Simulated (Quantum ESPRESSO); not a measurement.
# HfO$_{2}$: single-point calculation (part 2 of 2)

The same run, continued: HfO$_{2}$ (12 atoms in the cell); Kohn-Sham DFT of a periodic cell, PBEsol, GBRV 1.5 PBEsol, no spin polarisation (Quantum ESPRESSO 7.5); cutoff 612.26 eV, 4×5×4 k-mesh, fermi-dirac of 0.05 eV. The structure derives from a Materials Project entry. The volume is scaled by 0.94.

The program's output, continued
```
   -47.3528 -47.3331 -47.3231 -47.3230 -16.6240 -16.6046 -16.5757 -16.3316
   -16.2907 -16.1966 -16.1945 -16.1609 -16.1219 -16.0710 -16.0343 -16.0047
    -5.6126  -4.2957  -4.0027  -3.9954  -3.6120  -3.4141  -3.2480  -3.2059
     6.7906   6.8428   7.2628   7.4370   7.9096   8.0839   8.5351   8.9347
     8.9444   9.6471   9.9009  10.0710  10.1572  10.3075  10.4971  10.6704
    10.9142  11.4161  11.5554  11.8053  11.9600  11.9811  12.2479  12.2820
    17.8462  18.0385  18.3097  18.5715  18.6987  18.8526  18.9568  19.2766
    19.7229  19.9586  20.2206  20.5572  20.5937  21.6127

          k = 0.2500 0.0000 0.2593 (  4248 PWs)   bands (ev):

   -47.3484 -47.3316 -47.3274 -47.3246 -16.5816 -16.5598 -16.5395 -16.4041
   -16.2598 -16.2433 -16.2089 -16.1669 -16.1113 -16.1028 -16.0543 -16.0044
    -5.3411  -4.2828  -4.0772  -4.0444  -3.5677  -3.5503  -3.2743  -3.2589
     7.0289   7.2507   7.3210   7.7257   7.9596   8.2463   8.5653   8.7247
     8.9848   9.1835   9.7461   9.8417  10.2110  10.3707  10.5542  10.7004
    11.0609  11.0613  11.1379  11.5428  11.8284  12.0418  12.1953  12.2174
    17.6101  18.1134  18.1366  18.5765  18.7990  18.8428  19.0232  19.1641
    20.1042  20.2281  20.4679  20.6428  20.6910  21.6054

          k = 0.2500 0.0000-0.5186 (  4260 PWs)   bands (ev):

   -47.3379 -47.3379 -47.3281 -47.3281 -16.5025 -16.5025 -16.4712 -16.4712
   -16.3260 -16.3260 -16.1927 -16.1927 -16.0854 -16.0854 -16.0532 -16.0532
    -4.6772  -4.6772  -4.1867  -4.1867  -3.4683  -3.4683  -3.3706  -3.3706
     7.4598   7.4598   7.8975   7.8975   8.0044   8.0044   8.7723   8.7723
     8.9729   8.9729   9.5134   9.5134   9.9696   9.9696  10.6663  10.6663
    10.8558  10.8558  11.1692  11.1692  12.0771  12.0771  12.1071  12.1071
    17.5828  17.5828  18.3058  18.3058  18.9808  18.9808  19.2223  19.2223
    20.3059  20.3059  20.4798  20.4798  21.5533  21.5533

          k = 0.2500 0.2086 0.0000 (  4251 PWs)   bands (ev):

   -47.3508 -47.3334 -47.3243 -47.3234 -16.6077 -16.5788 -16.5458 -16.3334
   -16.3141 -16.2123 -16.1896 -16.1713 -16.1352 -16.1036 -16.0261 -16.0114
    -5.4523  -4.3083  -3.9741  -3.9470  -3.6735  -3.4388  -3.3426  -3.2494
     6.7989   7.1482   7.3035   7.3956   7.9005   8.2073   8.6175   8.9336
     9.0070   9.3566   9.8156   9.8785  10.0638  10.4565  10.5773  10.6074
    11.0208  11.2524  11.4242  11.8324  11.9523  12.0201  12.1666  12.2572
    17.7306  17.9133  18.1643  18.2596  18.6197  18.9861  19.1552  19.3512
    19.6326  20.1581  20.2931  20.6463  20.9426  21.6313

          k = 0.2500 0.2086 0.2593 (  4251 PWs)   bands (ev):

   -47.3468 -47.3320 -47.3274 -47.3256 -16.6064 -16.5629 -16.5400 -16.3695
   -16.2998 -16.2617 -16.1996 -16.1423 -16.1233 -16.0932 -16.0286 -16.0152
    -5.2295  -4.3281  -4.1002  -4.0643  -3.5791  -3.5084  -3.4027  -3.1856
     7.0416   7.2964   7.5400   7.7594   7.9642   8.2136   8.6041   8.8823
     8.9514   9.0946   9.4926   9.8665  10.3019  10.4571  10.5929  10.7268
    10.8329  11.1338  11.2898  11.4371  11.7302  11.8673  12.1324  12.2364
    17.4620  17.9822  18.1022  18.2328  18.6098  18.8214  19.1616  19.3053
    19.7873  20.2346  20.5829  20.8007  21.0061  21.6187

          k = 0.2500 0.2086-0.5186 (  4254 PWs)   bands (ev):

   -47.3371 -47.3371 -47.3288 -47.3288 -16.5747 -16.5747 -16.4816 -16.4816
   -16.2985 -16.2985 -16.1395 -16.1395 -16.0776 -16.0776 -16.0560 -16.0560
    -4.6850  -4.6850  -4.2113  -4.2113  -3.5471  -3.5471  -3.2611  -3.2611
     7.4756   7.4756   7.7942   7.7942   8.2375   8.2375   8.7363   8.7363
     8.9996   8.9996   9.5080   9.5080  10.1140  10.1140  10.5601  10.5601
    10.8546  10.8546  11.2515  11.2515  11.8506  11.8506  12.1050  12.1050
    17.4431  17.4431  18.1537  18.1537  18.8736  18.8736  19.2543  19.2543
    19.9139  19.9139  20.7082  20.7082  21.5343  21.5343

          k = 0.2500 0.4172 0.0000 (  4254 PWs)   bands (ev):

   -47.3466 -47.3352 -47.3258 -47.3243 -16.5644 -16.5310 -16.4718 -16.3795
   -16.3341 -16.3101 -16.1890 -16.1619 -16.1369 -16.0806 -16.0741 -16.0257
    -5.0914  -4.3216  -4.0266  -3.9026  -3.8548  -3.4749  -3.3968  -3.3145
     6.9163   7.1684   7.5733   7.8642   7.9702   8.1842   8.5058   8.6630
     9.1138   9.4211   9.5595   9.6872  10.0334  10.1662  10.5240  10.8035
    10.9772  11.1119  11.6131  11.6681  11.8224  11.9212  12.1812  12.3271
    17.3785  17.6923  17.8011  18.2880  18.5272  18.9973  19.2774  19.4789
    19.7793  20.2344  20.6966  21.1022  21.2176  21.6912

          k = 0.2500 0.4172 0.2593 (  4254 PWs)   bands (ev):

   -47.3433 -47.3338 -47.3276 -47.3272 -16.6108 -16.5782 -16.5328 -16.4474
   -16.2872 -16.2534 -16.1546 -16.1245 -16.1028 -16.0806 -16.0453 -16.0346
    -4.9751  -4.3663  -4.2372  -4.1640  -3.6289  -3.4259  -3.3970  -3.2042
     7.1284   7.3911   7.7464   7.8932   7.9821   8.2736   8.5700   8.7653
     8.9678   9.3146   9.3594   9.8668  10.0756  10.3628  10.5896  10.9303
    10.9695  10.9959  11.1913  11.3961  11.5823  11.8234  11.9718  12.2410
    17.2190  17.6229  17.7651  18.2153  18.3786  18.8668  19.1779  19.4596
    19.8158  20.2087  20.4106  20.9541  21.5066  21.7275

          k = 0.2500 0.4172-0.5186 (  4264 PWs)   bands (ev):

   -47.3354 -47.3354 -47.3305 -47.3305 -16.6135 -16.6135 -16.5663 -16.5663
   -16.2110 -16.2110 -16.1262 -16.1262 -16.0675 -16.0675 -16.0381 -16.0381
    -4.6438  -4.6438  -4.3610  -4.3610  -3.4658  -3.4658  -3.2366  -3.2366
     7.5382   7.5382   7.8742   7.8742   8.2312   8.2312   8.5215   8.5215
     9.3494   9.3494   9.6534   9.6534  10.1535  10.1535  10.5246  10.5246
    10.7788  10.7788  11.2473  11.2473  11.6446  11.6446  12.0172  12.0172
    17.2588  17.2588  17.7402  17.7402  18.8895  18.8895  19.2153  19.2153
    19.7822  19.7822  20.5945  20.5945  21.5583  21.5583

          k =-0.5000 0.0000 0.0000 (  4204 PWs)   bands (ev):

   -47.3433 -47.3433 -47.3226 -47.3226 -16.4862 -16.4862 -16.4787 -16.4787
   -16.3327 -16.3327 -16.1807 -16.1807 -16.0847 -16.0847 -16.0604 -16.0604
    -4.8554  -4.8554  -3.8915  -3.8915  -3.5606  -3.5606  -3.4073  -3.4073
     7.1933   7.1933   7.6371   7.6371   8.1824   8.1824   8.3640   8.3640
     8.8451   8.8451   9.8642   9.8642  10.2907  10.2907  10.6437  10.6437
    10.9377  10.9377  11.7731  11.7731  11.8866  11.8866  12.1623  12.1623
    18.0294  18.0294  18.5164  18.5164  18.6634  18.6634  19.0640  19.0640
    20.0533  20.0533  20.5742  20.5742  21.1603  21.1603

          k =-0.5000 0.0000 0.2593 (  4250 PWs)   bands (ev):

   -47.3403 -47.3403 -47.3257 -47.3257 -16.5001 -16.5001 -16.4636 -16.4636
   -16.3381 -16.3381 -16.1762 -16.1762 -16.1105 -16.1105 -16.0412 -16.0412
    -4.7135  -4.7135  -4.0286  -4.0286  -3.5393  -3.5393  -3.4395  -3.4395
     7.5018   7.5018   7.7606   7.7606   8.2346   8.2346   8.5157   8.5157
     8.8287   8.8287   9.6635   9.6635  10.0415  10.0415  10.6432  10.6432
    11.0193  11.0193  11.4649  11.4649  11.7052  11.7052  12.0739  12.0739
    17.9219  17.9219  18.4233  18.4233  18.7811  18.7811  19.1069  19.1069
    20.1516  20.1516  20.4858  20.4858  21.4154  21.4154

          k =-0.5000 0.0000-0.5186 (  4260 PWs)   bands (ev):

   -47.3330 -47.3330 -47.3330 -47.3330 -16.4884 -16.4884 -16.4884 -16.4884
   -16.2686 -16.2686 -16.2686 -16.2686 -16.0608 -16.0608 -16.0608 -16.0608
    -4.3703  -4.3703  -4.3703  -4.3703  -3.4930  -3.4930  -3.4930  -3.4930
     7.8611   7.8611   7.8611   7.8611   8.5357   8.5357   8.5357   8.5357
     9.0719   9.0719   9.0719   9.0719  10.1497  10.1497  10.1497  10.1497
    11.1206  11.1206  11.1206  11.1206  11.8303  11.8303  11.8303  11.8303
    18.0169  18.0169  18.0169  18.0169  19.1638  19.1638  19.1638  19.1638
    20.2369  20.2369  20.2369  20.2369  21.7167  21.7167

          k =-0.5000 0.2086 0.0000 (  4238 PWs)   bands (ev):

   -47.3424 -47.3424 -47.3236 -47.3236 -16.5265 -16.5265 -16.4323 -16.4323
   -16.3604 -16.3604 -16.1617 -16.1617 -16.0859 -16.0859 -16.0597 -16.0597
    -4.8107  -4.8107  -3.9094  -3.9094  -3.6277  -3.6277  -3.3617  -3.3617
     7.1549   7.1549   7.7278   7.7278   8.2071   8.2071   8.5485   8.5485
     8.9906   8.9906   9.7406   9.7406  10.0335  10.0335  10.5428  10.5428
    11.1217  11.1217  11.5952  11.5952  11.9685  11.9685  12.0752  12.0752
    17.7725  17.7725  18.3562  18.3562  18.6152  18.6152  19.2524  19.2524
    19.9511  19.9511  20.8399  20.8399  21.3951  21.3951

          k =-0.5000 0.2086 0.2593 (  4254 PWs)   bands (ev):

   -47.3396 -47.3396 -47.3264 -47.3264 -16.5794 -16.5717 -16.4877 -16.4573
   -16.2968 -16.2925 -16.1635 -16.1309 -16.0941 -16.0899 -16.0448 -16.0440
    -4.7670  -4.6896  -4.1370  -4.1247  -3.5293  -3.5286  -3.3635  -3.2869
     7.4168   7.4552   7.8428   7.8840   8.0761   8.3849   8.6026   8.6261
     8.9070   9.0650   9.4130   9.4763  10.1852  10.3014  10.4964  10.6293
    10.9701  11.0750  11.2267  11.3858  11.6912  11.7586  11.8429  12.1983
    17.5245  17.9950  18.2196  18.2322  18.5632  18.6115  18.9912  19.3971
    19.9187  20.2559  20.4697  20.7387  21.5723  21.6119

          k =-0.5000 0.2086-0.5186 (  4260 PWs)   bands (ev):

   -47.3330 -47.3330 -47.3330 -47.3330 -16.5765 -16.5765 -16.5529 -16.5529
   -16.2019 -16.2019 -16.1752 -16.1752 -16.0600 -16.0600 -16.0596 -16.0596
    -4.5148  -4.5148  -4.4476  -4.4476  -3.4159  -3.4159  -3.3386  -3.3386
     7.7968   7.7968   7.9322   7.9322   8.3669   8.3669   8.5041   8.5041
     9.2291   9.2291   9.2842   9.2842  10.2530  10.2530  10.2945  10.2945
    10.8742  10.8742  10.9886  10.9886  11.6843  11.6843  12.0150  12.0150
    17.6271  17.6271  18.1029  18.1029  18.7729  18.7729  19.1531  19.1531
    19.9784  19.9784  20.5006  20.5006  21.7776  21.7779

          k =-0.5000 0.4172 0.0000 (  4250 PWs)   bands (ev):

   -47.3405 -47.3405 -47.3255 -47.3255 -16.5543 -16.5543 -16.4103 -16.4103
   -16.3716 -16.3716 -16.1469 -16.1469 -16.1137 -16.1137 -16.0345 -16.0345
    -4.7303  -4.7303  -3.9618  -3.9618  -3.6784  -3.6784  -3.3308  -3.3308
     7.2564   7.2564   7.7369   7.7369   8.1005   8.1005   8.9739   8.9739
     9.2834   9.2834   9.5781   9.5781   9.8748   9.8748  10.2830  10.2830
    11.0018  11.0018  11.4828  11.4828  11.9243  11.9243  12.0984  12.0984
    17.5186  17.5186  18.0168  18.0168  18.5687  18.5687  19.4097  19.4097
    19.9721  19.9721  20.9899  20.9899  21.7738  21.7738

          k =-0.5000 0.4172 0.2593 (  4258 PWs)   bands (ev):

   -47.3383 -47.3383 -47.3277 -47.3277 -16.6278 -16.6268 -16.5486 -16.5320
   -16.2164 -16.2155 -16.1269 -16.1144 -16.0823 -16.0736 -16.0389 -16.0387
    -4.7629  -4.7151  -4.2952  -4.2883  -3.4460  -3.4243  -3.2486  -3.2219
     7.4407   7.6333   7.7121   7.9630   8.1121   8.2118   8.5579   8.7256
     9.1981   9.2620   9.5495   9.6069  10.1643  10.1945  10.4545  10.5145
    10.9907  11.0250  11.1050  11.3912  11.5515  11.6462  11.9284  11.9763
    17.2938  17.4629  18.0516  18.1268  18.3472  18.3765  19.0969  19.4219
    19.8886  20.0415  20.6157  20.8120  21.7569  21.7710

          k =-0.5000 0.4172-0.5186 (  4256 PWs)   bands (ev):

   -47.3330 -47.3330 -47.3330 -47.3330 -16.6494 -16.6494 -16.6395 -16.6395
   -16.1115 -16.1115 -16.1003 -16.1003 -16.0551 -16.0551 -16.0547 -16.0547
    -4.6415  -4.6415  -4.6092  -4.6092  -3.2445  -3.2445  -3.2059  -3.2059
     7.8638   7.8638   7.9084   7.9084   8.2773   8.2773   8.4028   8.4028
     9.4503   9.4503   9.4535   9.4535  10.2883  10.2883  10.3150  10.3150
    10.9517  10.9517  11.0211  11.0211  11.6202  11.6202  11.8108  11.8108
    17.3761  17.3761  17.6084  17.6084  18.7479  18.7479  18.9366  18.9366
    20.0124  20.0124  20.3358  20.3358  22.0050  22.0149

     the Fermi energy is    13.7185 ev

!    total energy              =    -893.93512641 Ry
     estimated scf accuracy    <          3.7E-10 Ry
     smearing contrib. (-TS)   =      -0.00000000 Ry
     internal energy E=F+TS    =    -893.93512641 Ry

     The total energy is F=E-TS. E is the sum of the following terms:
     one-electron contribution =     -93.23244957 Ry
     hartree contribution      =     108.74359005 Ry
     xc contribution           =    -360.37770265 Ry
     ewald contribution        =    -549.06856423 Ry

     convergence has been achieved in  10 iterations

     negative rho (up, down):  4.613E-01 0.000E+00

     Forces acting on atoms (cartesian axes, Ry/au):

     atom    1 type  1   force =     0.00414353   -0.01032760    0.00633371
     atom    2 type  1   force =    -0.00414353   -0.01032760    0.00633371
     atom    3 type  1   force =     0.00414353    0.01032760    0.00633371
     atom    4 type  1   force =    -0.00414353    0.01032760    0.00633371
     atom    5 type  2   force =    -0.00107510   -0.00655012   -0.00061654
     atom    6 type  2   force =     0.00107510   -0.00655012   -0.00061654
     atom    7 type  2   force =     0.00641219    0.00758334   -0.00571717
     atom    8 type  2   force =    -0.00641219    0.00758334   -0.00571717
     atom    9 type  2   force =    -0.00641219   -0.00758334   -0.00571717
     atom   10 type  2   force =     0.00641219   -0.00758334   -0.00571717
     atom   11 type  2   force =    -0.00107510    0.00655012   -0.00061654
     atom   12 type  2   force =     0.00107510    0.00655012   -0.00061654

     Total force =     0.036862     Total SCF correction =     0.000031

     Computing stress (Cartesian axis) and pressure

     negative rho (up, down):  4.613E-01 0.000E+00
          total   stress  (Ry/bohr**3)                   (kbar)     P=      185.63
   0.00125360   0.00000000   0.00000000          184.41        0.00        0.00
   0.00000000   0.00133301   0.00000000            0.00      196.09        0.00
   0.00000000   0.00000000   0.00119903            0.00        0.00      176.38

=------------------------------------------------------------------------------=
   JOB DONE.
=------------------------------------------------------------------------------=
```

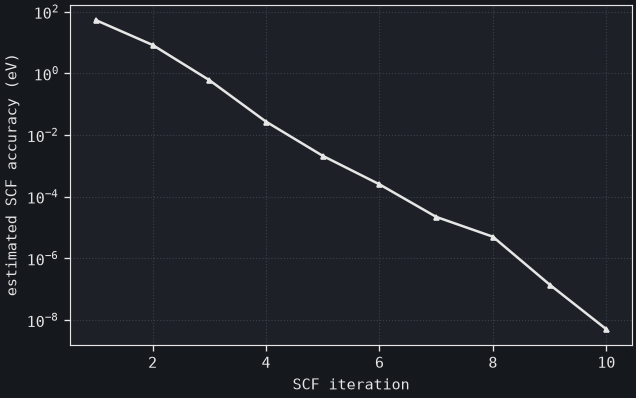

Convergence of the self-consistent field: estimated SCF accuracy against the iteration. The field takes 10 iterations in all.

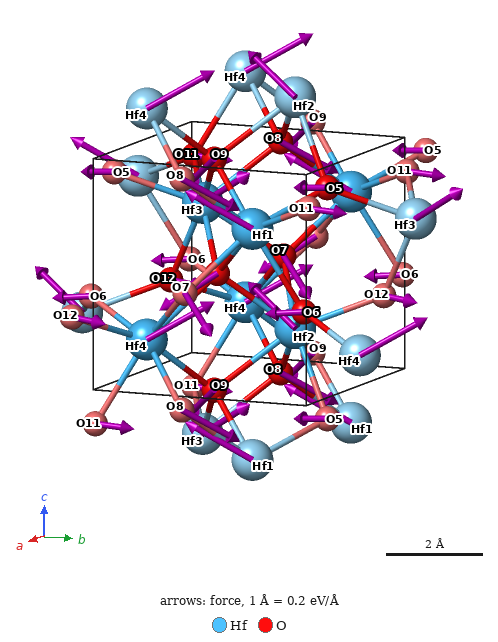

Forces on the atoms as pink arrows (ball-and-stick view of the cell of the calculation, seen slightly off an axis; neighbours outside the cell are drawn fainter; atoms are numbered from 1 in the order of the input). The largest act on all 4 Hf atoms (0.33 eV/Å); O7, O8, O9, O10 (0.29 eV/Å); O5, O6, O11, O12 (0.17 eV/Å). The geometry is not a stationary point of this energy.

The run was set up as follows.

Input
```
&CONTROL
  calculation = 'scf'
  prefix = 'pwscf'
  outdir = './tmp'
  pseudo_dir = './pseudo'
  tprnfor = .true.
  tstress = .true.
  disk_io = 'nowf'
/
&SYSTEM
  ibrav = 0
  nat = 12
  ntyp = 2
  ecutwfc = 45
  ecutrho = 360
  nbnd = 62
  occupations = 'smearing'
  smearing = 'fd'
  degauss = 0.00367493
/
&ELECTRONS
  conv_thr = 2.4d-09
  electron_maxstep = 120
  mixing_beta = 0.5
/
ATOMIC_SPECIES
Hf   178.4900 hf_pbesol_v1.uspp.F.UPF
O     15.9990 o_pbesol_v1.2.uspp.F.UPF
CELL_PARAMETERS angstrom
   5.1129138024    0.0000000000    0.0000000000
   0.0000000000    4.9025969881    0.0000000000
   0.0000000000    0.0000000000    4.9299483645
ATOMIC_POSITIONS crystal
Hf     0.9669940000    0.7325208200    0.7414403500
Hf     0.5330060000    0.7325208200    0.2414403500
Hf     0.4669940000    0.2674791800    0.7414403500
Hf     0.0330060000    0.2674791800    0.2414403500
O      0.6321274500    0.9286454000    0.8792672600
O      0.8678725500    0.9286454000    0.3792672600
O      0.2339485200    0.5398830500    0.4922923900
O      0.2660514800    0.5398830500    0.9922923900
O      0.7660514800    0.4601169500    0.9922923900
O      0.7339485200    0.4601169500    0.4922923900
O      0.1321274500    0.0713546000    0.8792672600
O      0.3678725500    0.0713546000    0.3792672600
K_POINTS automatic
4 5 4 0 0 0
```

Launch command:
```bash
OMP_NUM_THREADS=1 mpirun -n 2 pw.x -nk 2 -in pw.in > pw.out
```

Summary

```json
{"quantity": "outcome", "value": "converged"}
{"quantity": "space group (tolerance 0.01 Å)", "value": "Pca2₁ (29)"}
{"quantity": "electrons treated", "value": "96"}
{"quantity": "free energy", "value": "−12162.6070 eV"}
{"quantity": "Fermi energy", "value": "13.718 eV"}
{"quantity": "gap on the k-point mesh", "value": "4.66 eV"}
{"quantity": "pressure", "value": "18.56 GPa"}
{"quantity": "largest force (length of the vector)", "value": "0.329 eV/Å"}
{"quantity": "hardware", "value": "2 threads of Arm Neoverse V2, 24 GiB of memory available, shared host"}
{"quantity": "wall time", "value": "92 s (CPU time 3.1 min)"}
{"quantity": "peak memory", "value": "0.92 GiB"}
```

Remarks

Notes on the run: negative rho. Spin–orbit coupling is left out, which matters for Hf. The cell is under a pressure of 18.6 GPa at this level, so it is not at its equilibrium volume.
